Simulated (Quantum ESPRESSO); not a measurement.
# SrO (Fm-3m): how pressure shifts the optical phonon

Aim: the Grüneisen parameter and the pressure coefficient of an optical mode of SrO (Fm-3m).

Main program and level: Quantum ESPRESSO 7.5; DFT PBE, scalar-relativistic, plane waves, PseudoDojo norm-conserving pseudopotentials.

The database entry behind the starting cell differs from later determinations by our own check (about 0.5 % short), so it need not match the best structure at ambient conditions.

## 1. The relaxed structure

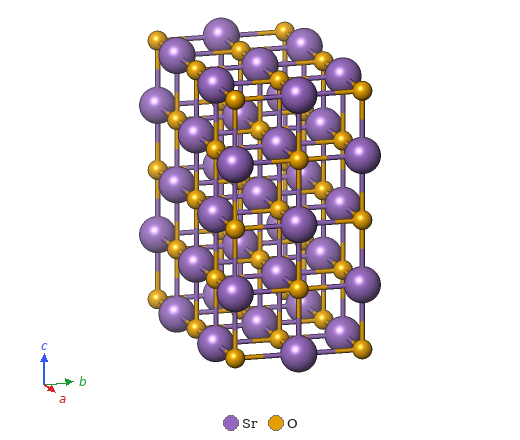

Start, viewed slightly off an axis; strontium purple, oxygen orange. 2×1×2 cells are drawn. This picture shows the conventional cell, with its axes. Some periodic images of atoms are drawn too.

This is the cell after its relaxation at this level of theory, not the database cell from which that began.

## 2. Runs at several volumes

The relaxed cell is scaled uniformly; in this structure symmetry fixes all atoms, so nothing has to be relaxed anew. Each volume gets a ground state and a response at Γ. The mode followed is the highest one without the macroscopic field, of symmetry T1u; longitudinal polar modes lie higher. Cutoff 92 Ry, k mesh 8×8×8.

From the response at V/V₀ = 0.94:

The program printed:

```text
[banners, grids, parts of the stress and lines that vanish by symmetry left out]
Program PHONON v.7.5
     Reading xml data from directory:

[...]
Exchange-correlation= PBE
                           (   1   4   3   4   0   0   0)
[...]
kinetic-energy cut-off    =      92.0000  Ry
     charge density cut-off    =     368.0000  Ry
     convergence threshold     =      1.0E-18
[...]
Exchange-correlation= PBE
                           (   1   4   3   4   0   0   0)
[...]
q = (   0.0000000   0.0000000   0.0000000 )
     49 Sym.Ops. (with q -> -q+G )
     G cutoff =  860.8076  (  26469 G-vectors)     FFT grid: ( 45, 45, 45)
     number of k points=    29
[...]
Mode symmetry, O_h (m-3m)  point group:
[...]
Dielectric constant
[...]
End of electric fields calculation
          Dielectric constant in cartesian axis
          (       3.797082113       0.000000000       0.000000000 )
          (       0.000000000       3.797082113      -0.000000000 )
          (       0.000000000      -0.000000000       3.797082113 )
          Effective charges (d Force / dE) in cartesian axis without acoustic sum rule applied (asr)
           atom    1  Sr    Mean Z*:        2.47190
      Ex  (        2.47190       -0.00000       -0.00000 )
      Ey  (       -0.00000        2.47190        0.00000 )
      Ez  (       -0.00000        0.00000        2.47190 )
           atom    2  O     Mean Z*:       -2.47212
      Ex  (       -2.47212        0.00000       -0.00000 )
      Ey  (        0.00000       -2.47212       -0.00000 )
      Ez  (        0.00000       -0.00000       -2.47212 )
          Effective charges Sum: Mean:       -0.00022
[...]
Effective charges (d Force / dE) in cartesian axis with asr applied:
           atom    1  Sr    Mean Z*:        2.47201
[...]
atom    2  O     Mean Z*:       -2.47201
[...]
Representation #   1 modes #   1   2   3
[...]
End of self-consistent calculation
     Convergence has been achieved
     Representation #   2 modes #   4   5   6
[...]
End of self-consistent calculation
     Convergence has been achieved
[...]
Dielectric constant in cartesian axis
          (       3.797082113       0.000000000       0.000000000 )
          (       0.000000000       3.797082113      -0.000000000 )
          (       0.000000000      -0.000000000       3.797082113 )
          Effective charges (d Force / dE) in cartesian axis without acoustic sum rule applied (asr)
           atom    1  Sr    Mean Z*:        2.47190
      Ex  (        2.47190       -0.00000       -0.00000 )
      Ey  (       -0.00000        2.47190        0.00000 )
      Ez  (       -0.00000        0.00000        2.47190 )
           atom    2  O     Mean Z*:       -2.47212
      Ex  (       -2.47212        0.00000       -0.00000 )
      Ey  (        0.00000       -2.47212       -0.00000 )
      Ez  (        0.00000       -0.00000       -2.47212 )
          Effective charges Sum: Mean:       -0.00022
[...]
Effective charges (d Force / dE) in cartesian axis with asr applied:
           atom    1  Sr    Mean Z*:        2.47201
[...]
atom    2  O     Mean Z*:       -2.47201
[...]
q = (    0.000000000   0.000000000   0.000000000 )
[...]
freq (    1) =       0.130967 [THz] =       4.368588 [cm-1]
     freq (    2) =       0.130967 [THz] =       4.368588 [cm-1]
     freq (    3) =       0.130967 [THz] =       4.368588 [cm-1]
     freq (    4) =       6.799442 [THz] =     226.804988 [cm-1]
     freq (    5) =       6.799442 [THz] =     226.804988 [cm-1]
     freq (    6) =       6.799442 [THz] =     226.804988 [cm-1]
[...]
Mode symmetry, O_h (m-3m)  point group:
     freq (   1-   3) =          4.4  [cm-1]   --> T_1u G_15  G_4- I
     freq (   4-   6) =        226.8  [cm-1]   --> T_1u G_15  G_4- I

   JOB DONE.
```

One volume, V/V₀ = 0.97, is held back as a test.

```csv
V/V₀,volume (Å³/atom),pressure (GPa),ω (cm⁻¹)
0.94,16.438,6.03,226.80
0.97,16.962,2.77,held back
1,17.487,0.01,190.32
1.03,18.011,-2.34,172.39
1.06,18.536,-4.33,154.38
```

## 3. The fit

The mode Grüneisen parameter is γ = −d ln ω / d ln V.

```csv
ln(V/V₀),ln ω
-0.0619,5.4241
0.0000,5.2487
0.0296,5.1498
0.0583,5.0394
```

A straight line through these points has the slope -3.167, so γ = 3.17; at V/V₀ = 0.97 it predicts ω = exp(5.2360 + 0.0965) = 206.95 cm⁻¹.

A parabola of pressure against ln V through V/V₀ = 0.97, 1 and 1.03 gives the bulk modulus B = −dP/d ln V = 85 GPa at V₀. With ω₀ from the fitted line the pressure coefficient follows as dω/dP = γ ω₀ / B = 3.17 × 187.9 / 85 = 7.00 cm⁻¹/GPa.

## 4. The run that was held back

The program printed:

```text
[banners, grids, parts of the stress and lines that vanish by symmetry left out]
[banner, memory and clock lines left out]
Program PHONON v.7.5

[...]
Exchange-correlation= PBE
                           (   1   4   3   4   0   0   0)
[...]
kinetic-energy cut-off    =      92.0000  Ry
     charge density cut-off    =     368.0000  Ry
     convergence threshold     =      1.0E-18
[...]
Exchange-correlation= PBE
                           (   1   4   3   4   0   0   0)
[...]
q = (   0.0000000   0.0000000   0.0000000 )
     49 Sym.Ops. (with q -> -q+G )
     G cutoff =  879.0266  (  27317 G-vectors)     FFT grid: ( 45, 45, 45)
     number of k points=    29
[...]
Mode symmetry, O_h (m-3m)  point group:
[...]
Dielectric constant
[...]
End of electric fields calculation
          Dielectric constant in cartesian axis
          (       3.782915653      -0.000000000      -0.000000000 )
          (      -0.000000000       3.782915653       0.000000000 )
          (      -0.000000000       0.000000000       3.782915653 )
          Effective charges (d Force / dE) in cartesian axis without acoustic sum rule applied (asr)
           atom    1  Sr    Mean Z*:        2.45368
      Ex  (        2.45368        0.00000       -0.00000 )
      Ey  (        0.00000        2.45368        0.00000 )
      Ez  (       -0.00000        0.00000        2.45368 )
           atom    2  O     Mean Z*:       -2.45388
      Ex  (       -2.45388        0.00000        0.00000 )
      Ey  (        0.00000       -2.45388       -0.00000 )
      Ez  (        0.00000       -0.00000       -2.45388 )
[...]
Representation #   1 modes #   1   2   3
[...]
End of self-consistent calculation
     Convergence has been achieved
     Representation #   2 modes #   4   5   6
[...]
End of self-consistent calculation
     Convergence has been achieved
[...]
Dielectric constant in cartesian axis
          (       3.782915653      -0.000000000      -0.000000000 )
          (      -0.000000000       3.782915653       0.000000000 )
          (      -0.000000000       0.000000000       3.782915653 )
          Effective charges (d Force / dE) in cartesian axis without acoustic sum rule applied (asr)
           atom    1  Sr    Mean Z*:        2.45368
      Ex  (        2.45368        0.00000       -0.00000 )
      Ey  (        0.00000        2.45368        0.00000 )
      Ez  (       -0.00000        0.00000        2.45368 )
           atom    2  O     Mean Z*:       -2.45388
      Ex  (       -2.45388        0.00000        0.00000 )
      Ey  (        0.00000       -2.45388       -0.00000 )
      Ez  (        0.00000       -0.00000       -2.45388 )
          Effective charges Sum: Mean:       -0.00020
[...]
Effective charges (d Force / dE) in cartesian axis with asr applied:
           atom    1  Sr    Mean Z*:        2.45378
[...]
atom    2  O     Mean Z*:       -2.45378
[...]
q = (    0.000000000   0.000000000   0.000000000 )
[...]
freq (    1) =       0.138362 [THz] =       4.615245 [cm-1]
     freq (    2) =       0.138362 [THz] =       4.615245 [cm-1]
     freq (    3) =       0.138362 [THz] =       4.615245 [cm-1]
     freq (    4) =       6.249290 [THz] =     208.453881 [cm-1]
     freq (    5) =       6.249290 [THz] =     208.453881 [cm-1]
     freq (    6) =       6.249290 [THz] =     208.453881 [cm-1]
[...]
Mode symmetry, O_h (m-3m)  point group:
     freq (   1-   3) =          4.6  [cm-1]   --> T_1u G_15  G_4- I
     freq (   4-   6) =        208.5  [cm-1]   --> T_1u G_15  G_4- I
```

It gives 208.45 cm⁻¹ against the predicted 206.95 cm⁻¹, a miss of 1 cm⁻¹.

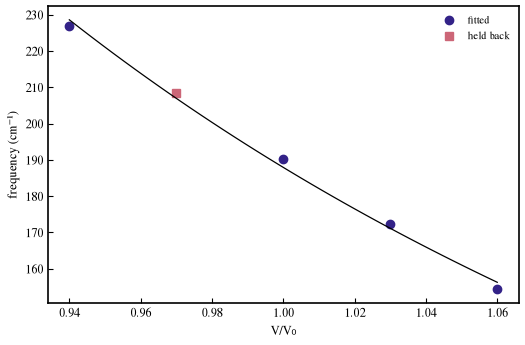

Frequency against volume, with the power-law fit.

## 5. Outcome

| Quantity | Value |
| --- | --- |
| mode Grüneisen parameter | 3.167 |
| bulk modulus | 85.0 GPa |
| pressure coefficient | 7.00 cm⁻¹/GPa |

The highest optical mode of SrO (Fm-3m) without the LO-TO term stiffens by 7.00 cm⁻¹ a GPa near the relaxed volume, with γ = 3.17. The power law meets all 5 runs within 1.26 %; between neighbouring volumes γ runs from 2.69 to 3.84. Such a coefficient turns a measured shift of this mode into a hydrostatic stress; uniaxial or biaxial stress splits the mode and needs deformation potentials. These are harmonic values at zero temperature for the structure held cubic, which a run at Γ can't show to be stable; the bulk modulus rests on three points.

[Host names and launcher messages were left out of these logs when they were recorded.]

[Logs are printed without paths, hosts, clocks, repeated set-up lines and the standing remarks that a program may print on its own settings, such as how far it seeks lower states.]

[Hosts, paths, dates, database ids (printed as entryN), source tags and the programs' standing remarks are cut or masked in the printed files.]
